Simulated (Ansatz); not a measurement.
## Geometry relaxation, with input and output: B (part 2 of 2)

B (I4₁/amd, 2 atoms in the cell); DFT, PBE, PAW with Ansatz's default frozen-core files, scalar-relativistic, no spin polarisation (Ansatz 0.2.0); cutoff 420 eV, 21×21×21 k-mesh, Fermi–Dirac smearing of 0.05 eV. Its volume is 0.80 times that of the source entry. It belongs to a series of runs on one base structure; here: shape and atoms relaxed at 0.8 of the volume.

**The program's output, continued**
```
relax step   6: F+E_penalty+E_count = -309.68168353 eV  Δ(F+E_penalty+E_count) = -1.285e-3 eV  max|allowed force component| = 3.469e-18 eV/Å  Δτ_max = 0.0000 Å  P = +27.914 GPa  Ω = 12.783 Å³  fix = [volume]  reactions: volume +27.914 GPa  stress off target by 4.91e-1 GPa on what of the cell is left free  SCF on the basis re-selected at this cell (its energy is not comparable with the rows above)  (8 SCF iters)
basis re-selected at this cell: Δ(F+E_penalty+E_count) = -1.285e-3 eV, ΔP = +0.123 GPa vs the last step (what re-selecting the basis moved, of the pressure what is left beyond the Pulay correction that the steps carried, after the strain that the cell walked since its last selection, with what the two solves' SCF thresholds leave and, on support functions, any second-order correction that the steps lacked; it is no measure of the basis error at this ecutwfc). The dense FFT grid was sized anew with the basis: this SCF ran on 15×20×20 points, the steps before it on 15×24×24, so part of this shift can come from that change (see relax.cell in the input reference). This SCF's stress stands 4.91e-1 GPa from its target on what of the cell is left free (relax.cell.stress_tol is 1.10e-1 GPa) and its largest allowed force component is 3.47e-18 eV/Å (relax.f_tol is 5.00e-3 eV/Å): not within both, so this SCF does not close the relaxation
iter 1 solved again at ethr=5.90e-8 eV; its pass at ethr=3.10e-3 eV (dr2=3.54e-6 eV) is discarded
SCF iter   1: F=—  HF=-309.681698 eV  |F-HF|=—  |Δ(HF+E_count)|=         —  Δρ=2.24e-4  dr2=3.84e-6  ethr=5.90e-8  ⟨swp⟩=1.6  Hψ=41973  notcnv=0
preconditioner: auto → none  [metal: Δε(μ)=0.017 eV  Ē_g=15.154 eV  σ=0.050 eV  W_gap=0.08  n_scr=4 (ndim 8)  ℏωp=25.4 eV  f_vac=0.000  D(μ)=0.36/eV (n_scr^D=4)]
SCF iter   2: F=—  HF=-309.681695 eV  |F-HF|=—  |Δ(HF+E_count)|=   2.77e-6  Δρ=8.95e-5  dr2=5.79e-7  ethr=5.90e-8  ⟨swp⟩=1.0  Hψ=5090  notcnv=0
iter 3 did not close the SCF: its close was put off for the readings that it lacked (scf_convergence_deferred on its scf_iter line)
SCF iter   3: F=-309.681695 eV  HF=-309.681695 eV  |F-HF|=1.05e-10  |Δ(HF+E_count)|=   2.17e-7  Δρ=3.04e-6  dr2=3.41e-10  ethr=9.64e-9  ⟨swp⟩=1.6  Hψ=6361  notcnv=0
iter 4 did not close the SCF: its close was put off for the readings that it lacked (scf_convergence_deferred on its scf_iter line)
SCF iter   4: F=-309.681695 eV  HF=-309.681695 eV  |F-HF|=2.10e-12  |Δ(HF+E_count)|=  3.78e-10  Δρ=2.61e-7  dr2=2.26e-12  ethr=5.69e-12  ⟨swp⟩=1.7  Hψ=6173  notcnv=0
iter 5 did not close the SCF: its close was put off for the readings that it lacked (scf_convergence_deferred on its scf_iter line)
SCF iter   5: F=-309.681695 eV  HF=-309.681695 eV  |F-HF|=5.68e-14  |Δ(HF+E_count)|=  2.27e-12  Δρ=2.92e-8  dr2=6.35e-14  ethr=1.00e-12  ⟨swp⟩=1.0  Hψ=5082  notcnv=0
iter 6 did not close the SCF: its close was put off for the readings that it lacked (scf_convergence_deferred on its scf_iter line)
SCF iter   6: F=-309.681695 eV  HF=-309.681695 eV  |F-HF|=0.00e0  |Δ(HF+E_count)|=  5.68e-14  Δρ=1.28e-9  dr2=5.82e-17  ethr=1.00e-12  ⟨swp⟩=1.0  Hψ=5082  notcnv=0
SCF iter   7: F=-309.681695 eV  HF=-309.681695 eV  |F-HF|=1.14e-13  |Δ(HF+E_count)|=  5.68e-14  Δρ=1.36e-10  dr2=9.34e-19  ethr=1.00e-12  ⟨swp⟩=1.0  Hψ=12342  notcnv=0
SCF 7 converged in 7 iterations: F = -309.681695 eV  dr2 = 9.34e-19
relax step   7: F+E_penalty+E_count = -309.68169461 eV  Δ(F+E_penalty+E_count) = -1.108e-5 eV  max|allowed force component| = 1.735e-18 eV/Å  Δτ_max = 0.0000 Å  P = +27.730 GPa  Ω = 12.783 Å³  energy of the carried Pulay correction = -2.505e-6 eV  fix = [volume]  reactions: volume +27.730 GPa  (7 SCF iters, dr2 threshold 2.00e-7 eV, accepted)
iter 1 solved again at ethr=2.45e-9 eV; its pass at ethr=3.10e-3 eV (dr2=1.47e-7 eV) is discarded
SCF iter   1: F=—  HF=-309.681699 eV  |F-HF|=—  |Δ(HF+E_count)|=         —  Δρ=2.63e-6  dr2=9.15e-11  ethr=2.45e-9  ⟨swp⟩=3.0  Hψ=51315  notcnv=0
iter 2 did not close the SCF: its close was put off for the readings that it lacked (scf_convergence_deferred on its scf_iter line)
SCF iter   2: F=-309.681697 eV  HF=-309.681697 eV  |F-HF|=7.39e-11  |Δ(HF+E_count)|=   1.55e-6  Δρ=1.23e-6  dr2=1.86e-11  ethr=1.53e-12  ⟨swp⟩=2.1  Hψ=7456  notcnv=0
iter 3 did not close the SCF: its close was put off for the readings that it lacked (scf_convergence_deferred on its scf_iter line)
SCF iter   3: F=-309.681697 eV  HF=-309.681697 eV  |F-HF|=2.05e-12  |Δ(HF+E_count)|=  7.32e-11  Δρ=1.94e-7  dr2=5.75e-13  ethr=1.00e-12  ⟨swp⟩=1.0  Hψ=5082  notcnv=0
iter 4 did not close the SCF: its close was put off for the readings that it lacked (scf_convergence_deferred on its scf_iter line)
SCF iter   4: F=-309.681697 eV  HF=-309.681697 eV  |F-HF|=1.14e-13  |Δ(HF+E_count)|=  1.82e-12  Δρ=4.11e-8  dr2=5.64e-14  ethr=1.00e-12  ⟨swp⟩=1.0  Hψ=5082  notcnv=0
iter 5 did not close the SCF: its close was put off for the readings that it lacked (scf_convergence_deferred on its scf_iter line)
SCF iter   5: F=-309.681697 eV  HF=-309.681697 eV  |F-HF|=5.68e-14  |Δ(HF+E_count)|=    0.00e0  Δρ=1.55e-8  dr2=7.84e-15  ethr=1.00e-12  ⟨swp⟩=1.0  Hψ=5082  notcnv=0
SCF iter   6: F=-309.681697 eV  HF=-309.681697 eV  |F-HF|=5.68e-14  |Δ(HF+E_count)|=  5.68e-14  Δρ=2.94e-9  dr2=2.76e-16  ethr=1.00e-12  ⟨swp⟩=1.0  Hψ=12350  notcnv=0
SCF 8 converged in 6 iterations: F = -309.681697 eV  dr2 = 2.76e-16
relax step   8: F+E_penalty+E_count = -309.68169698 eV  Δ(F+E_penalty+E_count) = -2.370e-6 eV  max|allowed force component| = 6.939e-18 eV/Å  Δτ_max = 0.0000 Å  P = +27.731 GPa  Ω = 12.783 Å³  fix = [volume]  reactions: volume +27.731 GPa  stress off target by 1.02e-2 GPa on what of the cell is left free  SCF on the basis re-selected at this cell (its energy is not comparable with the rows above)  (6 SCF iters)
```

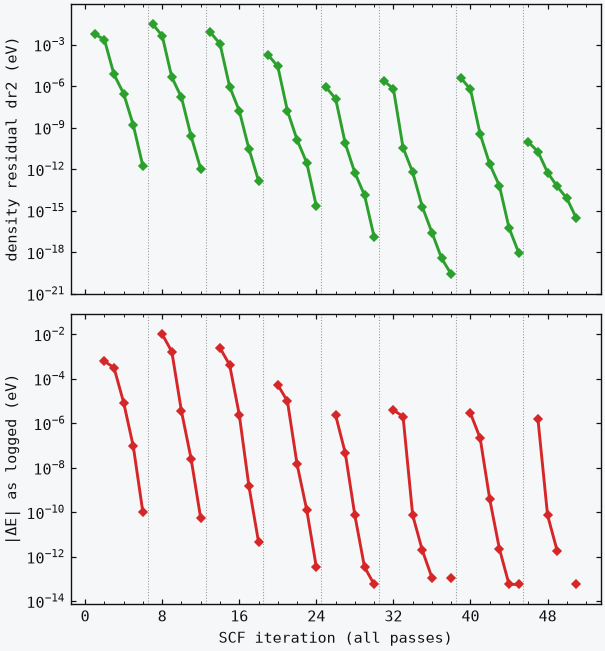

**Figure 1.** Convergence of the self-consistent field: density residual dr2 and size of the energy change against the SCF iteration. The dotted lines part the SCF passes of the relaxation: geometry steps, rejected trials and re-solves on a re-selected basis. The 8 passes take 6 to 8 iterations each, 51 in all.

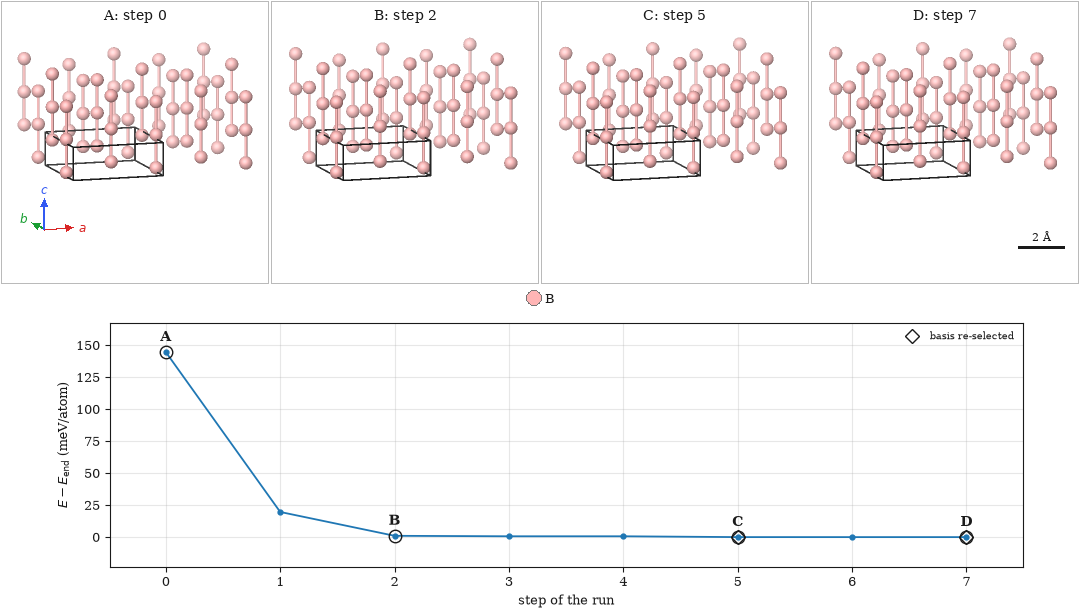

**Figure 2.** Frames of the relaxation (ball-and-stick view of the cell 2 times as large as that of the calculation, set on its symmetry axes, repeated 2 × 2 × 3, seen slightly off an axis) above the curves, on which the letters mark them (the first geometry is step 0 here and step 1 in the log).

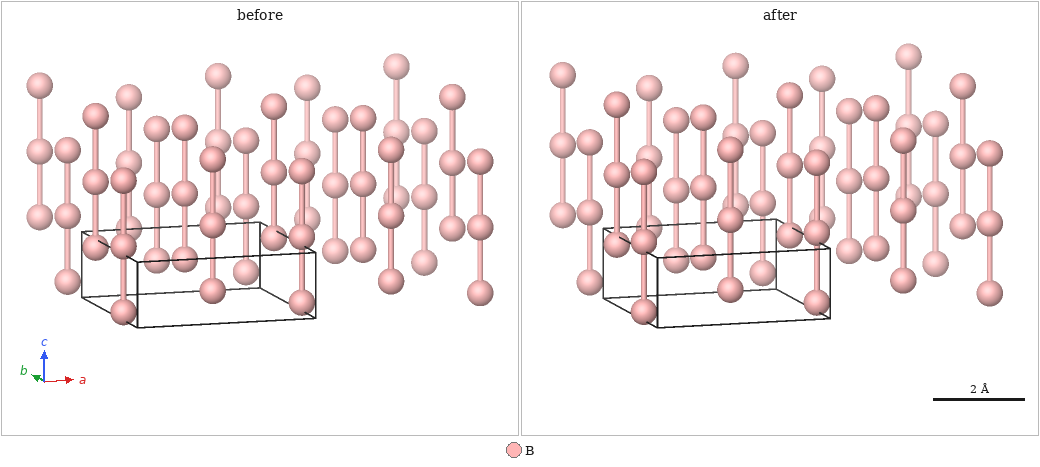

**Figure 3.** Before (left) and after (right) the relaxation, at one scale (ball-and-stick view of the cell 2 times as large as that of the calculation, set on its symmetry axes, repeated 2 × 2 × 3, seen slightly off an axis). The energy falls by 145 meV per atom in 5 geometry steps. All forces vanish by symmetry, so only the cell relaxes. The pressure goes from 59.09 to 27.73 GPa. The basis was re-selected once at an unchanged geometry, which shifts the energy a little without any move. No atom moves by more than 0.005 Å relative to the cell. The drawn cell changes at constant volume: a = b 4.153 → 4.027 Å (−3.1 %), c 1.482 → 1.577 Å (+6.4 %). Distances before and after: B1–B1 1.482 → 1.577 Å. The space group stays I4_1/amd (No. 141). The energy change given includes the shifts at the re-selections in mid-walk, which come without any move. A last SCF at the same geometry on a re-selected plane-wave basis shifts the energy by next to nothing (0.0 meV per atom). (Atoms are counted from 1 in the order of the input.)

```
basis re-selected at this cell: Δ(F+E_penalty+E_count) = -2.370e-6 eV, ΔP = +0.000 GPa vs the last step (what re-selecting the basis moved, of the pressure what is left beyond the Pulay correction that the steps carried, after the strain that the cell walked since its last selection, with what the two solves' SCF thresholds leave and, on support functions, any second-order correction that the steps lacked; it is no measure of the basis error at this ecutwfc). This SCF's stress stands 1.02e-2 GPa from its target on what of the cell is left free (relax.cell.stress_tol is 1.10e-1 GPa) and its largest allowed force component is 6.94e-18 eV/Å (relax.f_tol is 5.00e-3 eV/Å): within both
SCF converged after 6 iterations
Free energy (F): -309.681697 eV
Harris-Foulkes:  -309.681697 eV  (|F-HF|=5.68e-14)
Internal energy: -309.678736 eV  (E = F + TS)
E sigma→0 (E₀):  -309.680217 eV
Entropy (-TS):   -0.002961 eV (-1.480 meV/atom)
Fermi energy:    12.363173 eV
--- Per-component energies (eV) ---
  E_band       = 28.469392
  E_kinetic    = 99.684006
  E_local      = -21.598597  (includes V_loc(G=0)·N_el)
  E_nonlocal   = 24.680876
  E_hartree    = 4.247333
  E_xc         = -65.037456
  E_vxc        = -77.310581  (∫ρ·V_xc dr)
  E_paw        = -157.336470  (= ΣΔE_a)
  E_vpaw       = -5.480973  (= ΣTr[D̂ρ^β])
  E_aug_tail   = -0.000005  (compensation charges beyond the density's cutoff)
  E_ewald      = -194.318423
  E_smearing   = -0.002961  (= −TS)
  E_closure    = 0.000000  (closes the sum)
  Σ components = -309.681697   (vs F -309.681697, Δ=0.00e0)
--- Forces (eV/Å), atoms counted from 1 ---
  atom   1  B      0.00000000     0.00000000     0.00000000
  atom   2  B      0.00000000    -0.00000000     0.00000000
  max |Σ_I F_I| component: 0.00e0 eV/Å
--- Stress (GPa, compression-positive) ---
       27.725711       0.000000       0.000000
        0.000000      27.725711       0.000000
        0.000000       0.000000      27.740953
  P = ⅓ Tr σ = 27.7308 GPa (277.308 kbar)
--- Relaxed structure (6 steps of the walk, 6 accepted, 2 SCFs on fresh bases) ---
  F+E_penalty+E_count = -309.68169698 eV   max|allowed force component| = 6.939e-18 eV/Å   (the final SCF, on the basis selected at the relaxed cell)
  cell:  # Å, volume = 12.7829 Å³
    - [-2.0132566830205674, 2.0132566830205674, 0.7884444633132035]
    - [2.0132566830205674, -2.0132566830205674, 0.7884444633132035]
    - [2.0132566830205674, 2.0132566830205674, -0.7884444633132035]
  atoms:
    - { symbol: B, position: [-0.37500000000000006, -0.12499999999999997, -0.25000000000000006] }
    - { symbol: B, position: [0.37500000000000006, 0.12499999999999997, 0.25000000000000006] }
```

**Trajectory as extended XYZ (Å, eV, eV/Å), 8 frames, from step=1 to step=8**
```
2
Lattice="-2.0766 2.0766 0.7411 2.0766 -2.0766 0.7411 2.0766 2.0766 -0.7411" Properties=species:S:1:pos:R:3:forces:R:3 step=1 energy=-309.39249 pressure_GPa=59.09
B     0.0000   -1.0383   -0.1853    0.0000   0.0000   0.0000
B     0.0000    1.0383    0.1853    0.0000   0.0000   0.0000
2
Lattice="-2.0370 2.0370 0.7701 2.0370 -2.0370 0.7701 2.0370 2.0370 -0.7701" Properties=species:S:1:pos:R:3:forces:R:3 step=2 energy=-309.64237 pressure_GPa=38.24
B     0.0000   -1.0185   -0.1925    0.0000   0.0000   0.0000
B     0.0000    1.0185    0.1925    0.0000   0.0000   0.0000
2
Lattice="-2.0170 2.0170 0.7855 2.0170 -2.0170 0.7855 2.0170 2.0170 -0.7855" Properties=species:S:1:pos:R:3:forces:R:3 step=3 energy=-309.67966 pressure_GPa=29.17
B     0.0000   -1.0085   -0.1964    0.0000   0.0000   0.0000
B     0.0000    1.0085    0.1964    0.0000   0.0000   0.0000
2
Lattice="-2.0139 2.0139 0.7879 2.0139 -2.0139 0.7879 2.0139 2.0139 -0.7879" Properties=species:S:1:pos:R:3:forces:R:3 step=4 energy=-309.68039 pressure_GPa=27.88
B     0.0000   -1.0070   -0.1970    0.0000   0.0000   0.0000
B     0.0000    1.0070    0.1970    0.0000   0.0000   0.0000
2
Lattice="-2.0137 2.0137 0.7881 2.0137 -2.0137 0.7881 2.0137 2.0137 -0.7881" Properties=species:S:1:pos:R:3:forces:R:3 step=5 energy=-309.68040 pressure_GPa=27.79
B     0.0000   -1.0069   -0.1970    0.0000   0.0000   0.0000
B     0.0000    1.0069    0.1970    0.0000   0.0000   0.0000
2
Lattice="-2.0137 2.0137 0.7881 2.0137 -2.0137 0.7881 2.0137 2.0137 -0.7881" Properties=species:S:1:pos:R:3:forces:R:3 step=6 energy=-309.68168 pressure_GPa=27.91
B     0.0000   -1.0069   -0.1970    0.0000   0.0000   0.0000
B     0.0000    1.0069    0.1970    0.0000   0.0000   0.0000
2
Lattice="-2.0133 2.0133 0.7884 2.0133 -2.0133 0.7884 2.0133 2.0133 -0.7884" Properties=species:S:1:pos:R:3:forces:R:3 step=7 energy=-309.68169 pressure_GPa=27.73
B     0.0000   -1.0066   -0.1971    0.0000   0.0000   0.0000
B     0.0000    1.0066    0.1971    0.0000   0.0000   0.0000
2
Lattice="-2.0133 2.0133 0.7884 2.0133 -2.0133 0.7884 2.0133 2.0133 -0.7884" Properties=species:S:1:pos:R:3:forces:R:3 step=8 energy=-309.68170 pressure_GPa=27.73
B     0.0000   -1.0066   -0.1971    0.0000   0.0000   0.0000
B     0.0000    1.0066    0.1971    0.0000   0.0000   0.0000
```

This output came from the following input.

**Input**
```yaml
crystal:
  lattice:
    - [-2.0766081428, 2.0766081428, 0.7410718238]
    - [2.0766081428, -2.0766081428, 0.7410718238]
    - [2.0766081428, 2.0766081428, -0.7410718238]
  atoms:
    - { symbol: B, position: [-0.375, -0.125, -0.25] }
    - { symbol: B, position: [0.375, 0.125, 0.25] }
kpoints:
  mp_grid: { grid: [21, 21, 21] }
scf:
  occupations: { method: fermi_dirac, width: 0.05 }
hamiltonian:
  xc: pbe
  pseudopotentials: { kind: paw }
output:
  forces: true
  stress: true
relax:
  f_tol: 0.005
  max_steps: 30
  cell: { stress_tol: 0.11, fix: [volume] }
```

Run as:
```bash
ansatz run input.yaml --threads 1 --pin off --max-ram 2048MiB --backend cpu --events-out ev --progress --plain --runs-dir out
```

**Results in brief**

| quantity | value |
| --- | --- |
| outcome | converged |
| space group (tolerance 0.01 Å) | I4₁/amd (141) |
| electrons treated | 6 |
| free energy | −309.6817 eV |
| Fermi energy | 12.363 eV |
| pressure | 27.73 GPa |
| final volume | 12.78 Å³ |
| largest force (length of the vector) at the end | under 0.001 eV/Å |
| final cell | a = 2.954 Å, b = 2.954 Å, c = 2.954 Å, α = 94.08°, β = 94.08°, γ = 149.04° |
| hardware | 1 thread of AMD EPYC (Zen 4), 64 GiB of memory available, shared host |
| wall time | 20 s |
| peak memory | 0.44 GiB |

The cell is under a pressure of 28 GPa at this level, so it is not at its equilibrium volume.
